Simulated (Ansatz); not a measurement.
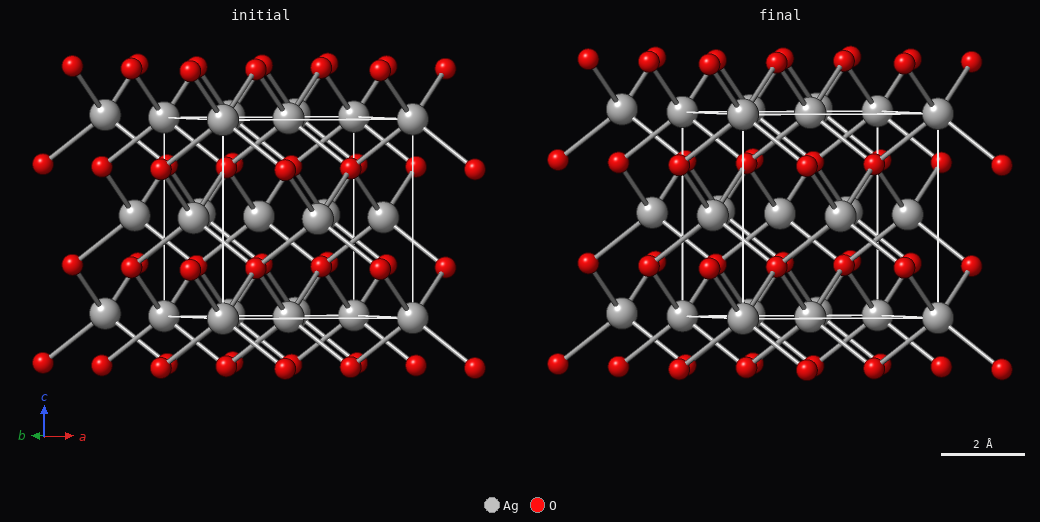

The structure of crystalline AgO (set up in F-43m) (coarse preliminary run) before (left) and after (right) a relaxation, at one scale.

Style: ball-and-stick. Shown: the conventional cell (4 times the calculation's cell), repeated 1 × 2 × 1 with one cell outlined, from a free direction. Lengths and directions refer to the drawn axes.

Theory: DFT PBEsol, scalar-relativistic, plane waves, PAW in Ansatz 0.2.0. (plane-wave cutoff 420 eV; k-point mesh 8 × 8 × 8; occupations gaussian; smearing width 0.1 eV; no spin polarisation; cell and atoms relaxed; force threshold 0.05 eV/Å; at most 80 steps)

Summarise the run.

Answer. The atoms keep their places relative to the cell (all moves are under 0.005 Å). The drawn cell changes as follows: a = b = c 4.816 → 4.948 Å (+2.7 %); the volume changes by +8.5 %. Some distances before and after: Ag–O 2.085 → 2.143 Å. The space group stays F-43m (No. 216). Over 3 accepted moves (5 points after the start) the energy falls by 74.5 meV per cell of the calculation. All forces vanish by symmetry, so only the cell relaxes. The pressure goes from 10.92 to 0.05 GPa. At 2 points the geometry stayed and the basis and grid were re-selected for the new cell (energy shift of 9.4 meV per cell of the calculation at most each time).
